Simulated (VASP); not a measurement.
# KHgClF2 with PBE: from relaxation to properties

Wanted: the relaxed cell of KHgClF2 and its properties. The steps: rough relaxation of the start cell, full relaxation (PBE), second relaxation, single point with fields (PBE), band structure (PBE), total and projected DOS (PBE) and response to an electric field (PBE). The cell is invented: it takes the structure of COD entry 1527535, KHgF3 (space group 65 there), with some of its atoms replaced by other elements, volume scaled by an estimate. It may not be a known or stable phase.

Program: VASP 6.6.1. Level of theory: PBE; plane waves and PAW (Hg, K_sv, Cl, F); invented cell. Results are calculated unless marked as measured.

## 1. Starting point

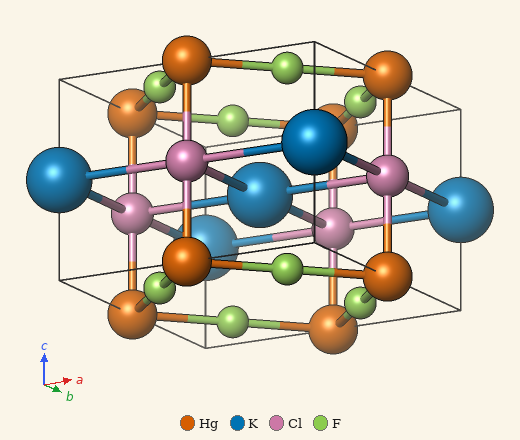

Start, viewed from a free direction; mercury orange, potassium blue, chlorine pink, fluorine green. This picture shows the conventional cell, with its axes. Some periodic images of atoms are drawn too.

## 2. Rough relaxation of the start cell

The start is only an estimate, so a cheap relaxation brings it near a minimum before any careful run. PBE, the usual starting point, adds the gradient of the density.

INCAR

```
SYSTEM = KHgClF2
PREC = Normal
ENCUT = 520
EDIFF = 1E-05
NELM = 60
ISMEAR = 0
SIGMA = 0.05
LREAL = .FALSE.
ALGO = Fast
GGA = PE
NBANDS = 27
LORBIT = 11
LWAVE = .FALSE.
LCHARG = .FALSE.
KPAR = 2
IBRION = 2
NSW = 40
ISIF = 3
EDIFFG = -0.04
```

POSCAR

```
KHgClF2
1.0
    3.2984330000     -3.3409930000      0.0000000000
    3.2984330000      3.3409930000      0.0000000000
    0.0000000000      0.0000000000      4.6869670000
Hg K Cl F
1 1 1 2
Direct
    0.5000000000      0.5000000000      0.0000000000
    0.0000000000      0.0000000000      0.5000000000
    0.5000000000      0.5000000000      0.5000000000
    0.5000000000      0.0000000000      0.0000000000
    0.0000000000      0.5000000000      0.0000000000
```

KPOINTS

```
Automatic mesh
0
Gamma
4 4 4
0 0 0
```

The projector-augmented-wave data sets are Hg, K_sv, Cl and F (PBE family, release 64).

Run with:

```sh
mpirun -np 2 vasp_std
```

The log of the run:

```text
[banner, memory and clock lines left out]
running    2 mpi-ranks, on    1 nodes
 distrk:  each k-point on    1 cores,    2 groups
 distr:  one band on    1 cores,    1 groups

 POSCAR found type information on POSCAR HgK ClF
 POSCAR found :  4 types and       5 ions
 LDA part: xc-table for (Slater+PW92), standard interpolation
 POSCAR, INCAR and KPOINTS ok, starting setup
 FFT: planning ... GRIDC
 FFT: planning ... GRID_SOFT
 FFT: planning ... GRID
 WAVECAR not read
 entering main loop
       N       E                     dE             d eps       ncg     rms          rms(c)
DAV:   1     0.349563193640E+03    0.34956E+03   -0.21856E+04  1134   0.146E+03
DAV:   2     0.674855610145E+01   -0.34281E+03   -0.33478E+03  1357   0.379E+02
DAV:   3    -0.160774287194E+02   -0.22826E+02   -0.22728E+02  1483   0.989E+01
DAV:   4    -0.171973415089E+02   -0.11199E+01   -0.11182E+01  1865   0.128E+01
DAV:   5    -0.172052578805E+02   -0.79164E-02   -0.79152E-02  1480   0.119E+00    0.152E+01
RMM:   6    -0.145568153740E+02    0.26484E+01   -0.95302E+00  1134   0.151E+01    0.141E+01
RMM:   7    -0.144877004486E+02    0.69115E-01   -0.72940E-01  1148   0.418E+00    0.720E+00
RMM:   8    -0.144382246658E+02    0.49476E-01   -0.24627E-01  1136   0.301E+00    0.266E+00
RMM:   9    -0.144403611277E+02   -0.21365E-02   -0.53175E-02  1241   0.132E+00    0.331E-01
RMM:  10    -0.144412334627E+02   -0.87234E-03   -0.98184E-03  1327   0.475E-01    0.159E-01
RMM:  11    -0.144415127916E+02   -0.27933E-03   -0.19834E-03  1240   0.265E-01    0.102E-01
RMM:  12    -0.144415345587E+02   -0.21767E-04   -0.80762E-04  1334   0.133E-01    0.197E-02
RMM:  13    -0.144415654888E+02   -0.30930E-04   -0.24008E-04  1281   0.620E-02    0.892E-03
RMM:  14    -0.144415770509E+02   -0.11562E-04   -0.10320E-04  1003   0.341E-02    0.701E-03
RMM:  15    -0.144415813926E+02   -0.43417E-05   -0.39197E-05   808   0.217E-02
   1 F= -.14441581E+02 E0= -.14441256E+02  d E =-.144416E+02
 curvature:   0.00 expect dE= 0.000E+00 dE for cont linesearch  0.000E+00
 trial: gam= 0.00000 g(F)=  0.262E-59 g(S)=  0.725E+00 ort = 0.000E+00 (trialstep = 0.100E+01)
 search vector abs. value=  0.725E+00
 bond charge predicted
       N       E                     dE             d eps       ncg     rms          rms(c)
DAV:   1    -0.197215180053E+02   -0.52799E+01   -0.13646E+02  1167   0.938E+01    0.198E+01
RMM:   2    -0.153491169209E+02    0.43724E+01   -0.12149E+01  1143   0.255E+01    0.711E+00
RMM:   3    -0.149185472236E+02    0.43057E+00   -0.14485E+00  1156   0.719E+00    0.542E+00
RMM:   4    -0.147863624063E+02    0.13218E+00   -0.38063E-01  1172   0.365E+00    0.281E+00
RMM:   5    -0.147852837552E+02    0.10787E-02   -0.75663E-02  1254   0.183E+00    0.468E-01
RMM:   6    -0.147859816350E+02   -0.69788E-03   -0.13667E-02  1354   0.647E-01    0.273E-01
RMM:   7    -0.147865948612E+02   -0.61323E-03   -0.41803E-03  1406   0.332E-01    0.738E-02
RMM:   8    -0.147867712196E+02   -0.17636E-03   -0.16345E-03  1441   0.197E-01    0.536E-02
RMM:   9    -0.147868339767E+02   -0.62757E-04   -0.54691E-04  1361   0.991E-02    0.239E-02
RMM:  10    -0.147868584133E+02   -0.24437E-04   -0.21984E-04  1106   0.539E-02    0.137E-02
RMM:  11    -0.147868705007E+02   -0.12087E-04   -0.94931E-05   962   0.346E-02    0.344E-03
RMM:  12    -0.147868755478E+02   -0.50472E-05   -0.45878E-05   804   0.223E-02
   2 F= -.14786876E+02 E0= -.14786651E+02  d E =-.345294E+00
[...]
3 F= -.14788348E+02 E0= -.14788199E+02  d E =-.346766E+00
[...]
4 F= -.14788561E+02 E0= -.14788399E+02  d E =-.346980E+00
[...]
5 F= -.14820593E+02 E0= -.14820552E+02  d E =-.320316E-01
[...]
6 F= -.14831828E+02 E0= -.14831825E+02  d E =-.432663E-01
 curvature:  -1.13 expect dE=-0.168E-02 dE for cont linesearch -0.540E-06
 trial: gam= 0.08380 g(F)=  0.539E-60 g(S)=  0.149E-02 ort =-0.144E-03 (trialstep = 0.122E+01)
 search vector abs. value=  0.177E-02
 bond charge predicted
       N       E                     dE             d eps       ncg     rms          rms(c)
DAV:   1    -0.148479673896E+02   -0.16146E-01   -0.49855E-01  1273   0.544E+00    0.962E-01
RMM:   2    -0.148347315049E+02    0.13236E-01   -0.36157E-02  1135   0.133E+00    0.318E-01
RMM:   3    -0.148332067682E+02    0.15247E-02   -0.43106E-03  1145   0.392E-01    0.200E-01
RMM:   4    -0.148328378320E+02    0.36894E-03   -0.10882E-03  1159   0.202E-01    0.120E-01
RMM:   5    -0.148328194193E+02    0.18413E-04   -0.21115E-04  1226   0.105E-01    0.266E-02
RMM:   6    -0.148328216596E+02   -0.22403E-05   -0.46339E-05   974   0.375E-02
   7 F= -.14832822E+02 E0= -.14832820E+02  d E =-.993972E-03
 trial-energy change:   -0.000994  1 .order   -0.000971   -0.001809   -0.000132
 step:   1.3188(harm=  1.3188)  dis= 0.00000  next Energy=   -14.832804 (dE=-0.976E-03)
 reached required accuracy - stopping structural energy minimisation
```

It took 45 s on 2 MPI ranks of AMD EPYC 9R45, shared host; peak memory 0.36 GiB.

Lines that name or quote the potential files are left out of all logs, and their timing lines are given in words.

Parts of OUTCAR (step 2):

```text
ion  position               nearest neighbor table
   1  0.500  0.500  0.000-   3 2.34   3 2.34   5 2.35   4 2.35   4 2.35   5 2.35
   2  0.000  0.000  0.500-
   3  0.500  0.500  0.500-   1 2.34   1 2.34
   4  0.500  0.000  0.000-   1 2.35   1 2.35
   5  0.000  0.500  0.000-   1 2.35   1 2.35

  LATTYP: Found a base centered orthorhombic cell.
 ALAT       =     6.5968660000
 B/A-ratio  =     1.0129030967
 C/A-ratio  =     0.7104838873

 Subroutine GETGRP returns: Found  8 space group operations
 (whereof  8 operations were pure point group operations)

The static configuration has the point symmetry D_2h.

 Found     21 irreducible k-points:

   k-points           NKPTS =     21   k-points in BZ     NKDIM =     21   number of bands    NBANDS=     27

   dimension x,y,z NGX =    28 NGY =   28 NGZ =   28
   dimension x,y,z NGXF=    56 NGYF=   56 NGZF=   56

   ENCUT  =  520.0 eV  38.22 Ry    6.18 a.u.   8.73  8.73  8.71*2*pi/ulx,y,z

   NELECT =      42.0000    total number of electrons

 k-points in reciprocal lattice and weights: Automatic mesh
   0.00000000  0.00000000  0.00000000       0.016
   0.25000000 -0.00000000  0.00000000       0.062
   0.50000000 -0.00000000  0.00000000       0.031
   0.25000000  0.25000000  0.00000000       0.031
   0.50000000  0.25000000  0.00000000       0.062
  -0.25000000  0.25000000  0.00000000       0.031
   0.50000000  0.50000000  0.00000000       0.016
   0.00000000  0.00000000  0.25000000       0.031
   0.25000000 -0.00000000  0.25000000       0.125
[...]
-0.25000000  0.25000000  0.50000000       0.031
   0.50000000  0.50000000  0.50000000       0.016

 average (electrostatic) potential at core
       1 -42.0951       2 -36.7236       3 -95.3981       4 -78.1989       5 -78.1989

 E-fermi :  -0.6126

 k-point     1 :       0.0000    0.0000    0.0000
  band No.  band energies     occupation
    ...
     17      -2.7220      2.00000
     18      -2.7082      2.00000
     19      -2.6231      2.00000
     20      -2.6222      2.00000
     21      -2.5500      2.00000
     22      -0.4918      0.00064
     23       4.6347      0.00000
     24       5.5678      0.00000
     25       7.0339      0.00000
     26       7.4807      0.00000
    ...

 k-point     2 :       0.2500   -0.0000    0.0000
  band No.  band energies     occupation
    ...
     17      -2.7468      2.00000
     18      -2.7051      2.00000
     19      -2.6892      2.00000
     20      -2.5746      2.00000
     21      -2.5426      2.00000
     22       0.6662      0.00000
     23       5.2459      0.00000
     24       6.1080      0.00000
     25       7.1032      0.00000
     26       7.9319      0.00000
    ...

 k-point     3 :       0.5000   -0.0000    0.0000
  band No.  band energies     occupation
    ...
     17      -2.8259      2.00000
     18      -2.7353      2.00000
     19      -2.6450      2.00000
     20      -2.5286      2.00000
     21      -2.4527      2.00000
     22       1.9657      0.00000
     23       5.4108      0.00000
     24       6.8510      0.00000
     25       7.6845      0.00000
     26       7.9251      0.00000
    ...

  Total        0.0417773     -0.0384139      0.0143904     -0.0000000      0.0000000      0.0000000
  in kB        0.5953388     -0.5474088      0.2050679     -0.0000000      0.0000000      0.0000000
  external PRESSURE =       0.0843326 kB  Pullay stress =       0.0000000 kB

  energy-cutoff  :      520.00
  volume of cell :      112.43
      direct lattice vectors                 reciprocal lattice vectors
     3.272761663 -3.287968299  0.000000000     0.152776172 -0.152069593  0.000000000
     3.272761663  3.287968299  0.000000000     0.152776172  0.152069593  0.000000000
     0.000000000  0.000000000  5.224141481     0.000000000  0.000000000  0.191419012

 POSITION                                       TOTAL-FORCE (eV/Angst)
 -----------------------------------------------------------------------------------
      3.27276      0.00000      0.00000        -0.000000     -0.000000      0.000000
      0.00000      0.00000      2.61207         0.000000      0.000000      0.000000
      3.27276      0.00000      2.61207         0.000000      0.000000      0.000000
      4.90914      1.64398      0.00000        -0.000000      0.000000      0.000000
      1.63638      1.64398      0.00000         0.000000      0.000000      0.000000
 -----------------------------------------------------------------------------------
    total drift:                                0.000000      0.000000     -0.000000

  FREE ENERGIE OF THE ION-ELECTRON SYSTEM (eV)
  ---------------------------------------------------
  free  energy   TOTEN  =       -14.8328216596 eV

  energy  without entropy=      -14.8328190650  energy(sigma->0) =      -14.83282036

 reached required accuracy - stopping structural energy minimisation

 total charge
# of ion       s       p       d       tot
------------------------------------------
    1        0.464   0.261   9.535  10.259
    2        1.950   5.574   0.012   7.536
    3        1.598   3.527   0.000   5.125
    4        1.745   4.294   0.000   6.039
    5        1.745   4.294   0.000   6.039
--------------------------------------------------
tot          7.502  17.951   9.546  35.000

[... 3 further parts left out ...]
```

The gap is read on the k-mesh alone, so it is an upper bound where the band edges lie off the mesh. This relaxation is a rough one on cheap settings, only to bring the start near its minimum. After so large a change of volume the plane waves of the start cell no longer fit, so the final stress carries a basis-set error. The run keeps the 8 symmetry operations of its start, so it cannot find a distortion of lower symmetry.

Relaxation path:

| step | energy less that of the first step (eV) | largest force (eV/Å) | pressure (GPa) | volume (Å³) |
| --- | --- | --- | --- | --- |
| 1 | 0.0000 | 0.0000 | 5.80 | 103.30 |
| 2 | -0.3453 | 0.0000 | -0.66 | 114.73 |
| 3 | -0.3468 | 0.0000 | -1.17 | 116.08 |
| 4 | -0.3470 | 0.0000 | -1.10 | 115.82 |
| 5 | -0.3790 | 0.0000 | -0.49 | 113.83 |
| 6 | -0.3902 | 0.0000 | 0.29 | 111.83 |
| 7 | -0.3912 | 0.0000 | 0.01 | 112.43 |

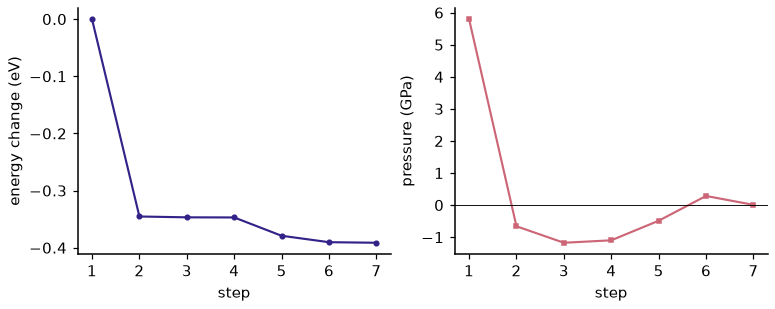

Energy and pressure along the relaxation.

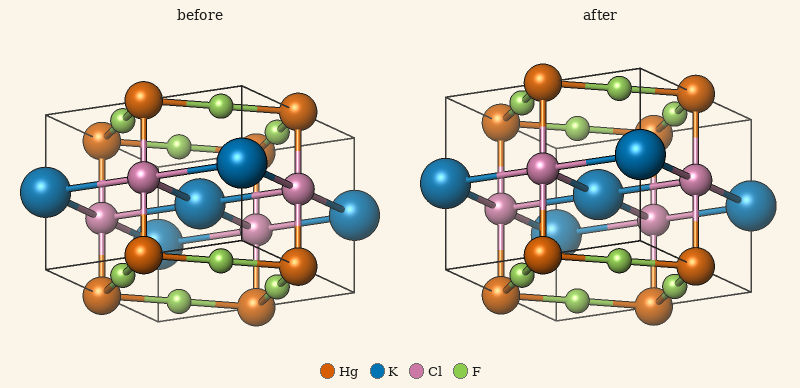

The structure before and after the relaxation, drawn at the same scale.

| conventional cell, symmetrised | before | after | change |
| --- | --- | --- | --- |
| a (Å) | 6.597 | 6.546 | -0.8 % |
| b (Å) | 6.682 | 6.576 | -1.6 % |
| c (Å) | 4.687 | 5.224 | +11.5 % |
| volume (Å³/atom) | 20.66 | 22.49 | +8.8 % |

The relaxed structure:

```xyz
5
Lattice="3.2728 -3.2880 0.0000 3.2728 3.2880 0.0000 0.0000 0.0000 5.2241" Properties=species:S:1:pos:R:3 pbc="T T T"
Hg    3.2728    0.0000    0.0000
K     0.0000    0.0000    2.6121
Cl    3.2728    0.0000    2.6121
F     1.6364   -1.6440    0.0000
F     1.6364    1.6440    0.0000
```

A gap read on the k-mesh alone can miss the band edges.

This step gave:

- electrons: 42
- bands: 27
- irreducible k-points: 21
- symmetry operations: 8
- free energy (TOTEN): -14.83 eV
- Fermi energy: -0.6126 eV
- pressure: 0.008433 GPa
- metallic: no
- valence top at k: 0.5, 0.5, 0.5
- conduction bottom at k: 0, 0, 0
- least direct gap at k: 0, 0, 0
- SCF cycles over all ionic steps: 64
- gap on the k-mesh: 0.2417 eV
- least direct gap on the k-mesh: 2.058 eV

It ends with forces that vanish by symmetry and a pressure of 0.01 GPa.

(Part 1 of 5 ends here.)

[Lines on the potential files, build, host, timing and source positions are cut from VASP's logs without a mark.]

[Logs are printed without paths, hosts, clocks, repeated set-up lines and the standing remarks that a program may print on its own settings, such as how far it seeks lower states.]

[Hosts, paths, dates, database ids (printed as entryN), source tags and the programs' standing remarks are cut or masked in the printed files.]

[A measured line is paired with the nearest computed mode of its activity, which favours agreement.]
